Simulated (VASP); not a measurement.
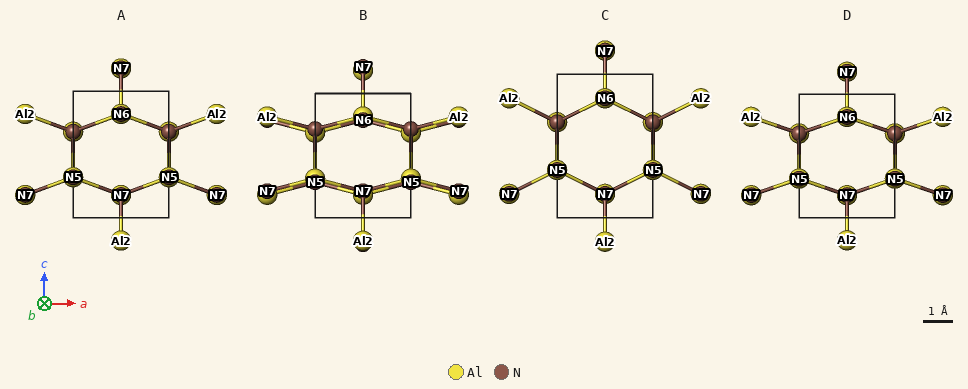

4 geometries from one relaxation of crystalline AlN (a generated structure, set up in Cmc2_1), in shuffled order. A ball-and-stick model of the cell of the calculation, seen along the b axis.

The run lets cell and atoms move.

Computed with Kohn-Sham DFT of a periodic cell, LDA, VASP PAW LDA potentials, recommended (VASP 6.6.1). (plane-wave cutoff 220 eV; k-point mesh 4 × 3 × 3; occupations gaussian; smearing width 0.02 eV; no spin polarisation)

Q: Order the frames from highest to lowest energy.

A: C, D, A, B. They are steps 0, 1, 2, 16, at +289 meV per atom, +79.0 meV per atom, +68.9 meV per atom relative to the last. After 16 geometry steps the energy has fallen by 289 meV per atom. Largest force component: 1.8 eV/Å at the start, 0.003 eV/Å at the end. The pressure goes from −72.27 to −48.04 GPa. The largest moves relative to the cell, 0.21 Å, are those of N atoms. Largest moves by element: N 0.21 Å, Al 0.09 Å. The volume changes by −13.3 %, with a unchanged at 3.332 Å, b unchanged at 5.398 Å, c 4.986 → 4.323 Å (−13.3 %). Near-neighbour distances that change, for instance: Al–N 1.975 → 1.867 Å, Al–N 1.788 → 1.869 Å, Al–N 2.041 → 1.983 Å. Bond angles that change, for instance: Al–N–Al 105.6° → 93.9°, N–Al–N 105.6° → 93.9°, N–Al–N 115.1° → 126.4°. The space group stays Cmc2_1 (No. 36). The volume changes by over a tenth within one run on a fixed set of plane waves, so the end point should be relaxed again from the new cell.
